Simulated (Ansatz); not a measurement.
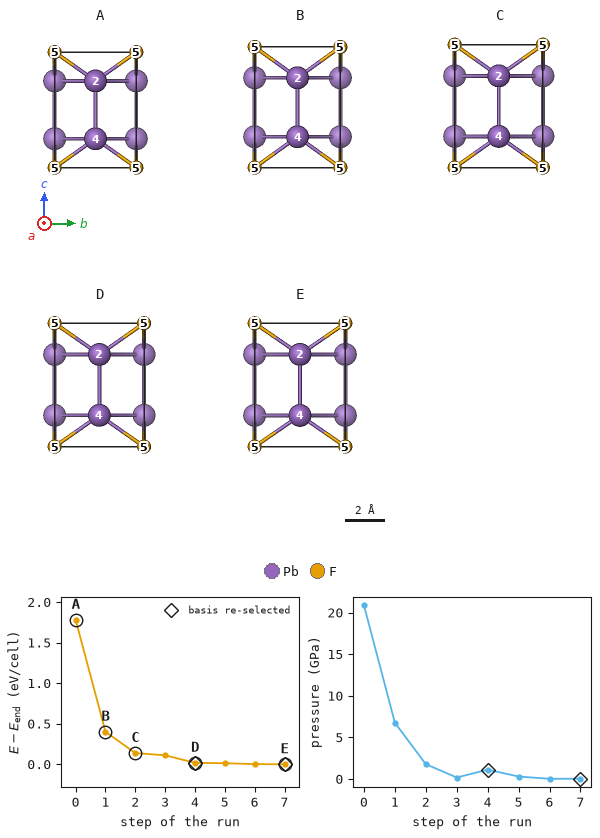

Frames of a relaxation of a crystal of Pb₄F (a generated structure, set up in P4/mmm) (coarse preliminary run), marked on the history of the run. A ball-and-stick model of the cell of the calculation, seen along the a axis.

Theory: DFT PBE, scalar-relativistic, plane waves, PAW in Ansatz 0.2.0.

The input:
```yaml
crystal:
  lattice:
    - [4.2818209, 0.0, 0.0]
    - [0.0, 4.2818209, 0.0]
    - [0.0, 0.0, 6.05540919]
  atoms:
    - { symbol: Pb, position: [0.5, 0.0, 0.25] }
    - { symbol: Pb, position: [0.0, 0.5, 0.75] }
    - { symbol: Pb, position: [0.5, 0.0, 0.75] }
    - { symbol: Pb, position: [0.0, 0.5, 0.25] }
    - { symbol: F, position: [0.0, 0.0, 0.0] }
basis:
  ecutwfc: 420
kpoints:
  mp_grid: { grid: [4, 4, 4] }
hamiltonian:
  xc: pbe
scf:
  occupations: { method: gaussian, width: 0.1 }
  lower_state_search: "off"
output:
  forces: true
  stress: true
  eigenvalues: true
relax:
  adjacent_minimum: "off"
  f_tol: 0.04
  max_steps: 70
  cell: { stress_tol: 0.4 }
```

Run as
```bash
ansatz run input.yaml --threads 1 --pin off --max-ram 2048MiB --backend cpu --events-out ev --progress --plain --runs-dir out
```

Question: What happens along the run?

Answer: The largest moves relative to the cell, 0.018 Å, are those of Pb1, Pb2, Pb3 and Pb4. Pb1 goes along +c. F stays in place. The volume changes by +31.6 %, with a = b 4.282 → 4.754 Å (+11.0 %), c 6.055 → 6.468 Å (+6.8 %). Near-neighbour distances that change, for instance: Pb1–Pb4 3.028 → 3.361 Å, Pb1–F5 2.622 → 2.885 Å, Pb1–Pb3 3.028 → 3.270 Å, Pb1–Pb3 (another image) 3.028 → 3.198 Å. The space group stays P4/mmm (No. 123). The energy falls by 1.782 eV per cell of the calculation in 5 accepted moves (7 points after the start). The largest force component goes from 0.61 to 0.0028 eV/Å. Pressure: 20.87 GPa at the start and 0.04 GPa at the end. The SCF was repeated twice at an unchanged geometry on a basis and grid sized afresh for the cell, which shifted the energy by 93.4 meV per cell of the calculation at most. From step 0 to 1: Pb atoms move most (0.04 Å), volume +15.0 %, energy −1.380 eV per cell of the calculation. From step 1 to 2: volume +8.0 %, energy −0.263 eV per cell of the calculation. From step 2 to 4: volume +3.0 %, energy −0.121 eV per cell of the calculation. From step 4 to 7: volume +2.9 %, energy −18.5 meV per cell of the calculation.

| step | E − E(0), meV/atom | largest force component, eV/Å | pressure, GPa | volume, Å³/atom | note |
| --- | --- | --- | --- | --- | --- |
| 0 | 0.00 | 0.6107 | 20.87 | 22.204 |  |
| 1 | -275.97 | 0.0345 | 6.77 | 25.544 |  |
| 2 | -328.54 | 0.0062 | 1.79 | 27.582 |  |
| 3 | -333.97 | 0.0037 | 0.19 | 28.420 |  |
| 4 | -352.65 | 0.0031 | 1.13 | 28.420 | same geometry, new basis |
| 5 | -353.54 | 0.0949 | 0.31 | 29.176 |  |
| 6 | -355.70 | 0.0028 | 0.03 | 29.231 |  |
| 7 | -356.35 | 0.0028 | 0.04 | 29.231 | same geometry, new basis |
